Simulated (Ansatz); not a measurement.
## GaP: single-point calculation (part 2 of 2)

GaP (slab, 32 atoms in the cell); DFT PBE+D3(BJ), scalar-relativistic, plane waves, PAW, no spin polarisation (Ansatz 0.2.0); cutoff 420 eV, 2×2×1 k-mesh, Gaussian smearing of 0.05 eV. The structure derives from an entry of the Crystallography Open Database. It belongs to a series of runs on one base structure; here: the slab at its places in the relaxed adsorbed structure.

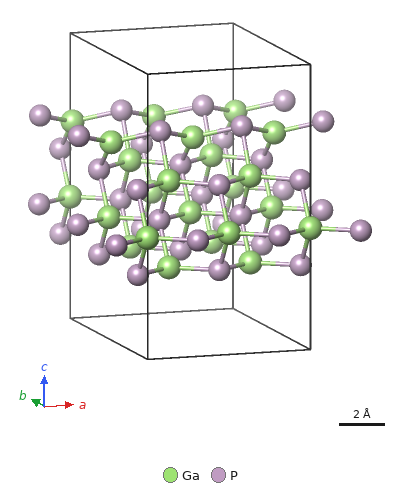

**Figure 1.** The input geometry (ball-and-stick view of the cell of the calculation, with the vacuum cut short, seen slightly off an axis; bonded neighbours outside the cell are drawn too). An atom can appear more than once, as a periodic image.

### Output, continued
```
  k-point 0: bands = ["-16.2309", "-16.2184", "-16.2110", "-16.1976", "-16.1442", "-16.1385", "-16.1375", "-16.1334", "-16.1326", "-16.1302", "-16.1285", "-16.1277", "-16.1244", "-16.1243", "-16.1230", "-16.1135", "-16.1096", "-16.1076", "-16.0980", "-16.0959", "-16.0832", "-16.0807", "-16.0805", "-16.0711", "-16.0684", "-16.0618", "-16.0611", "-16.0608", "-16.0591", "-16.0587", "-16.0337", "-16.0290", "-16.0247", "-16.0177", "-16.0070", "-16.0048", "-16.0009", "-15.9894", "-15.9849", "-15.9785",
      "-15.9773", "-15.9766", "-15.9747", "-15.9729", "-15.9700", "-15.9673", "-15.9664", "-15.9557", "-15.9434", "-15.9428", "-15.9412", "-15.9391", "-15.9324", "-15.9318", "-15.9296", "-15.9244", "-15.9192", "-15.9166", "-15.9126", "-15.9092", "-15.9084", "-15.9054", "-15.9002", "-15.8933", "-15.8926", "-15.8897", "-15.8844", "-15.8843", "-15.8704", "-15.8672", "-15.8544", "-15.8518", "-15.8212", "-15.8180", "-15.8073", "-15.8060", "-15.8045", "-15.8028", "-15.7876", "-15.7847",
      "-13.4741", "-12.5289", "-12.5132", "-12.3384", "-11.8186", "-11.7278", "-11.6069", "-11.5247", "-11.5224", "-11.4436", "-11.1587", "-10.7941", "-10.7540", "-10.7043", "-10.5427", "-10.4183", "-8.0628", "-7.8618", "-7.7691", "-7.5767", "-7.5752", "-7.5277", "-7.4653", "-7.3263", "-7.0158", "-6.8740", "-6.8524", "-6.8321", "-5.6476", "-5.3287", "-5.0712", "-4.8645", "-4.6590", "-4.5424", "-4.4600", "-4.3548", "-4.2741", "-4.1303", "-4.0489", "-3.8854",
      "-3.7779", "-3.7399", "-3.4665", "-3.3748", "-3.3596", "-3.0806", "-3.0697", "-2.9215", "-2.9027", "-2.8738", "-2.8406", "-2.7718", "-2.5195", "-2.4875", "-2.4781", "-2.3913", "-2.2563", "-2.1895", "-1.9321", "-1.8232", "-1.6987", "-1.6914", "-1.6572", "-1.4703", "-0.5894", "-0.5641", "-0.5534", "-0.3935", "-0.1998", "0.2980", "0.4386", "0.4663", "0.8731", "0.9030", "0.9332", "1.2292", "1.3905", "1.4245", "1.6248", "1.7158",
      "1.7431", "1.8254", "1.9961", "2.0381", "2.1574", "2.2860", "2.4495", "2.4840", "2.4956", "2.6414", "2.9760", "3.0266", "3.0938", "3.1434", "3.1747", "3.1862"]
  k-point 1: bands = ["-16.2282", "-16.2216", "-16.2074", "-16.2019", "-16.1436", "-16.1369", "-16.1365", "-16.1337", "-16.1336", "-16.1315", "-16.1288", "-16.1268", "-16.1247", "-16.1245", "-16.1227", "-16.1150", "-16.1097", "-16.1077", "-16.0980", "-16.0959", "-16.0803", "-16.0746", "-16.0727", "-16.0712", "-16.0702", "-16.0694", "-16.0682", "-16.0616", "-16.0608", "-16.0587", "-16.0308", "-16.0284", "-16.0243", "-16.0184", "-16.0068", "-16.0051", "-15.9949", "-15.9934", "-15.9821", "-15.9791",
      "-15.9779", "-15.9775", "-15.9769", "-15.9723", "-15.9705", "-15.9683", "-15.9635", "-15.9585", "-15.9434", "-15.9412", "-15.9411", "-15.9403", "-15.9304", "-15.9296", "-15.9281", "-15.9262", "-15.9202", "-15.9193", "-15.9120", "-15.9091", "-15.9085", "-15.9053", "-15.8962", "-15.8939", "-15.8899", "-15.8898", "-15.8878", "-15.8872", "-15.8699", "-15.8676", "-15.8545", "-15.8519", "-15.8211", "-15.8180", "-15.8071", "-15.8059", "-15.8045", "-15.8029", "-15.7875", "-15.7848",
      "-13.2248", "-13.2209", "-12.1805", "-12.1780", "-11.6349", "-11.6287", "-11.5292", "-11.5284", "-11.5144", "-11.5110", "-11.1887", "-11.1860", "-10.7552", "-10.7451", "-10.4839", "-10.4812", "-7.6672", "-7.6618", "-7.5976", "-7.5958", "-7.4904", "-7.4856", "-7.2865", "-7.2858", "-7.2837", "-7.2768", "-7.1117", "-7.1084", "-5.7880", "-5.7742", "-4.5136", "-4.5082", "-4.2531", "-4.2486", "-4.2048", "-4.2012", "-4.1404", "-4.1334", "-3.9982", "-3.9922",
      "-3.9366", "-3.9325", "-3.5429", "-3.5396", "-3.4028", "-3.3961", "-3.3716", "-3.3582", "-3.1656", "-3.1490", "-2.7725", "-2.7715", "-2.3958", "-2.3948", "-2.2915", "-2.2899", "-2.1239", "-2.1208", "-1.8755", "-1.8727", "-1.6534", "-1.6461", "-1.5536", "-1.5478", "-0.5463", "-0.5455", "-0.2951", "-0.2937", "0.1661", "0.1870", "0.4600", "0.4736", "0.8767", "0.8997", "1.1624", "1.1755", "1.2882", "1.2921", "1.6007", "1.6052",
      "1.6110", "1.6126", "1.8735", "1.8891", "1.9883", "1.9936", "2.0348", "2.0453", "2.4511", "2.4638", "3.0163", "3.0223", "3.1714", "3.1768", "3.2522", "3.2556"]
  k-point 2: bands = ["-16.2179", "-16.2149", "-16.2120", "-16.2080", "-16.1425", "-16.1378", "-16.1338", "-16.1329", "-16.1326", "-16.1322", "-16.1286", "-16.1279", "-16.1183", "-16.1181", "-16.1161", "-16.1160", "-16.1028", "-16.1004", "-16.0930", "-16.0918", "-16.0815", "-16.0815", "-16.0787", "-16.0786", "-16.0736", "-16.0735", "-16.0599", "-16.0597", "-16.0532", "-16.0522", "-16.0459", "-16.0436", "-16.0116", "-16.0114", "-16.0099", "-16.0096", "-15.9925", "-15.9922", "-15.9847", "-15.9841",
      "-15.9766", "-15.9763", "-15.9692", "-15.9692", "-15.9641", "-15.9640", "-15.9626", "-15.9626", "-15.9520", "-15.9519", "-15.9495", "-15.9494", "-15.9230", "-15.9226", "-15.9217", "-15.9210", "-15.9179", "-15.9177", "-15.9158", "-15.9154", "-15.9077", "-15.9071", "-15.9004", "-15.9001", "-15.8923", "-15.8918", "-15.8831", "-15.8824", "-15.8675", "-15.8666", "-15.8647", "-15.8640", "-15.8156", "-15.8126", "-15.8117", "-15.8092", "-15.8001", "-15.7977", "-15.7965", "-15.7941",
      "-12.9621", "-12.9582", "-12.1045", "-12.1016", "-12.0876", "-12.0849", "-11.8651", "-11.8624", "-11.3814", "-11.3768", "-11.0836", "-11.0830", "-10.8511", "-10.8489", "-10.5858", "-10.5850", "-7.8266", "-7.8254", "-7.2225", "-7.2182", "-7.2141", "-7.2133", "-6.8672", "-6.8638", "-6.4618", "-6.4591", "-6.2803", "-6.2796", "-5.8069", "-5.8050", "-5.0898", "-5.0846", "-4.5669", "-4.5618", "-4.5502", "-4.5445", "-4.4634", "-4.4603", "-4.3337", "-4.3311",
      "-4.1817", "-4.1780", "-3.9375", "-3.9368", "-3.8375", "-3.8339", "-3.6132", "-3.6122", "-3.1807", "-3.1784", "-3.0018", "-2.9982", "-2.9019", "-2.8946", "-2.6275", "-2.6273", "-2.3732", "-2.3722", "-2.1961", "-2.1954", "-1.7275", "-1.7251", "-1.5050", "-1.5028", "-0.3543", "-0.3542", "-0.3242", "-0.3214", "0.6770", "0.6892", "0.7844", "0.8056", "1.4035", "1.4075", "1.7457", "1.7498", "1.8267", "1.8268", "2.0814", "2.0860",
      "2.0977", "2.1021", "2.5600", "2.5621", "2.7517", "2.7520", "2.8428", "2.8491", "3.0171", "3.0282", "3.1104", "3.1106", "3.2419", "3.2473", "3.5499", "3.5531"]
  k-point 3: bands = ["-16.2179", "-16.2148", "-16.2121", "-16.2080", "-16.1425", "-16.1377", "-16.1342", "-16.1332", "-16.1316", "-16.1315", "-16.1293", "-16.1284", "-16.1183", "-16.1182", "-16.1161", "-16.1161", "-16.1023", "-16.0997", "-16.0932", "-16.0919", "-16.0807", "-16.0806", "-16.0789", "-16.0787", "-16.0702", "-16.0699", "-16.0683", "-16.0677", "-16.0504", "-16.0483", "-16.0463", "-16.0431", "-16.0107", "-16.0103", "-16.0096", "-16.0090", "-15.9916", "-15.9902", "-15.9885", "-15.9867",
      "-15.9735", "-15.9727", "-15.9699", "-15.9695", "-15.9653", "-15.9652", "-15.9649", "-15.9648", "-15.9513", "-15.9512", "-15.9498", "-15.9497", "-15.9222", "-15.9218", "-15.9201", "-15.9192", "-15.9186", "-15.9183", "-15.9164", "-15.9157", "-15.9063", "-15.9044", "-15.9040", "-15.9024", "-15.8897", "-15.8875", "-15.8870", "-15.8846", "-15.8675", "-15.8667", "-15.8649", "-15.8643", "-15.8156", "-15.8122", "-15.8120", "-15.8093", "-15.8000", "-15.7974", "-15.7967", "-15.7941",
      "-12.7337", "-12.7263", "-12.7246", "-12.7241", "-11.7310", "-11.7276", "-11.7272", "-11.7265", "-11.2093", "-11.2059", "-11.2026", "-11.1998", "-10.8142", "-10.8132", "-10.8112", "-10.8108", "-7.4895", "-7.4870", "-7.4809", "-7.4776", "-7.2163", "-7.2099", "-7.2089", "-7.2061", "-6.2167", "-6.2085", "-6.2065", "-6.2016", "-5.3649", "-5.3615", "-5.3600", "-5.3552", "-4.6994", "-4.6933", "-4.6928", "-4.6917", "-4.6370", "-4.6355", "-4.6300", "-4.6295",
      "-3.8754", "-3.8684", "-3.8673", "-3.8654", "-3.4309", "-3.4277", "-3.4231", "-3.4212", "-3.2418", "-3.2400", "-3.2334", "-3.2314", "-2.8544", "-2.8457", "-2.8446", "-2.8420", "-2.2461", "-2.2447", "-2.2431", "-2.2403", "-1.6138", "-1.6093", "-1.6061", "-1.6057", "-0.4374", "-0.4352", "-0.4347", "-0.4344", "0.6403", "0.6756", "0.6798", "0.6824", "1.4978", "1.5046", "1.5135", "1.5174", "2.0080", "2.0172", "2.0177", "2.0198",
      "2.4071", "2.4123", "2.4154", "2.4287", "2.8667", "2.8736", "2.8756", "2.8779", "3.2324", "3.2422", "3.2458", "3.2486", "3.6956", "3.6966", "3.6999", "3.7026"]
```

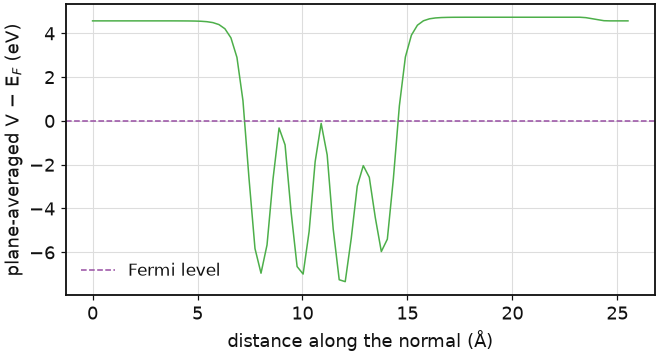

**Figure 2.** Plane average of the electrostatic potential energy of an electron across the cell, from the Fermi level. The vacuum level lies 4.73 eV above the Fermi level on the upper side and 4.57 eV on the lower.

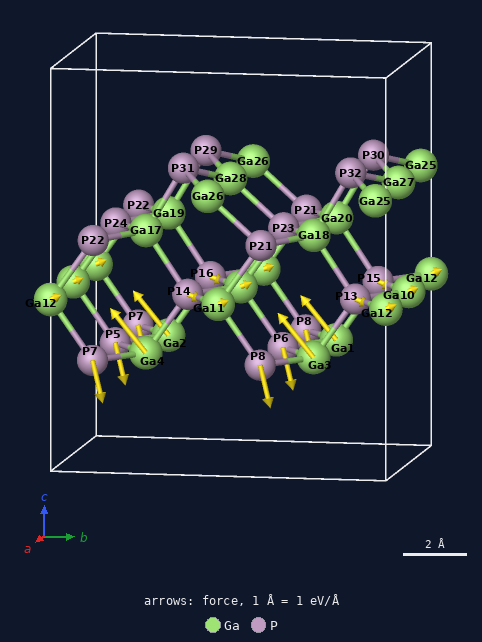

**Figure 3.** Forces on the atoms as yellow arrows (ball-and-stick view of the cell of the calculation, with the vacuum cut short, seen slightly off an axis; atoms are numbered from 1 in the order of the input); the smallest are left out. The largest act on Ga1, Ga2, Ga3, Ga4 (1.83 eV/Å); P6, P8 (1.43 eV/Å); P7 (1.42 eV/Å); P5 (1.41 eV/Å). The geometry is not a stationary point of this energy.

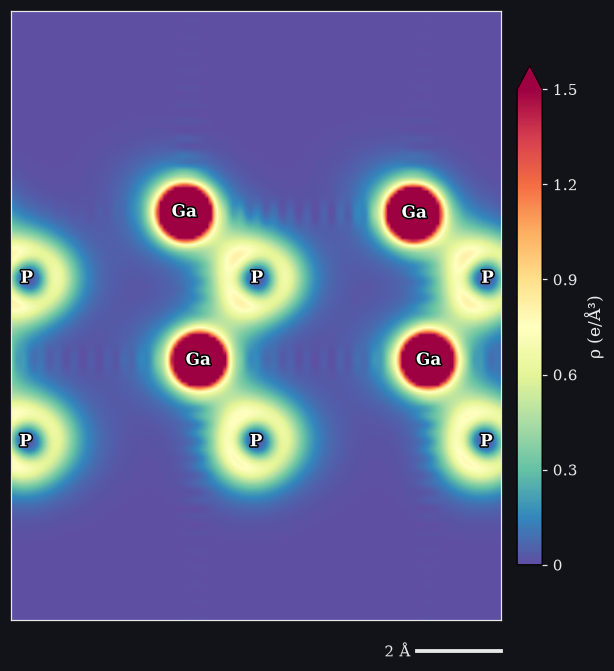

**Figure 4.** Valence charge density (pseudo) on the (100) plane of the calculation cell, a cut from vacuum to vacuum. Atoms in the plane: P and Ga. Ga–P (2.32 Å): the density is about 0.58 e/Å³ at the midpoint. Ga–P (2.36 Å): ρ is about 0.51 e/Å³ halfway. The density dies away to nearly zero in the vacuum. In a PAW calculation such maps are meaningful between the atoms, not at the nuclei.

### Summary

| quantity | value |
| --- | --- |
| outcome | converged |
| electrons treated | 288 |
| free energy | −72629.0334 eV |
| work function, top face | 4.73 eV |
| work function, bottom face | 4.57 eV |
| Fermi energy | −1.030 eV |
| gap on the k-point mesh | 0.88 eV |
| work function (upper face) | 4.73 eV |
| largest force (length of the vector) | 1.832 eV/Å |
| hardware | 4 threads of Intel Xeon (Granite Rapids), 32 GiB of memory available, shared host |
| wall time | 24 s (CPU time 88 s) |
| peak memory | 7.1 GiB |
